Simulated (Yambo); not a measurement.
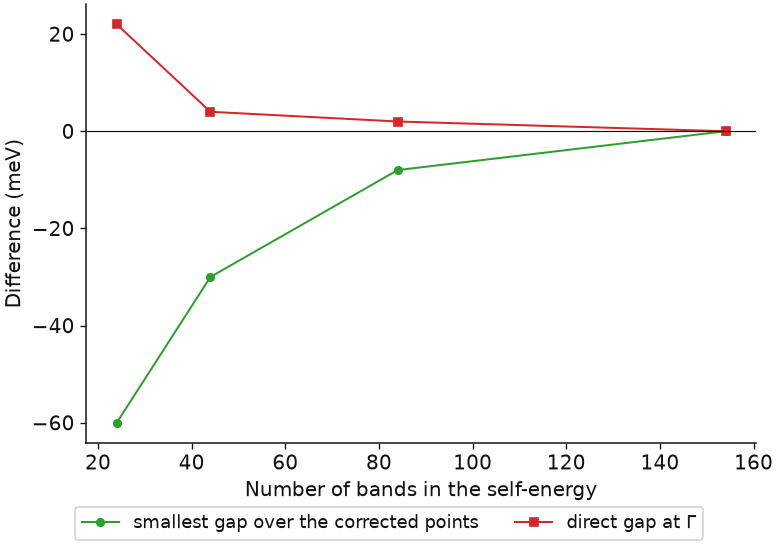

G0W0 gaps of diamond-type C, space group Fd-3m, 2 atoms in the primitive cell (cubic a = 3.567 Å) as the number of bands in the self-energy is raised, all else fixed. The plot shows differences from the last run. Method: PBEsol, PseudoDojo 0.4.1 SR PBEsol standard, no spin polarisation, no spin-orbit coupling, 6×6×6 k mesh, 1116 eV cutoff, fixed occupations (Yambo 5.3.0); in the last run, G0W0 with frequency dependence of W plasmon pole, bands in the response 154, bands in the self-energy 154, cutoff of the response matrix 12 Ry and cutoff of exchange and Vxc 82 Ry.

Question: How well are these gaps converged with the number of bands in the self-energy?

Answer: The smallest gap over the corrected points starts −60 meV from the last run and still moves by 8 meV in the last step, from 84 to 154. The direct gap at Γ starts +22 meV from the last run and stays within 10 meV of it from 44 on. This holds at the response cutoff of these runs; a larger one needs more bands.

| number of bands in the self-energy | smallest gap over the corrected points (eV) | direct gap at Γ (eV) |
| --- | --- | --- |
| 24 | 5.422 | 7.327 |
| 44 | 5.452 | 7.309 |
| 84 | 5.474 | 7.307 |
| 154 | 5.482 | 7.305 |

The k mesh is coarse (spacing up to 0.51 Å⁻¹), so the values aren't converged. At ambient pressure diamond is metastable; the stable form of carbon is graphite. The settings that aren't varied aren't converged either.
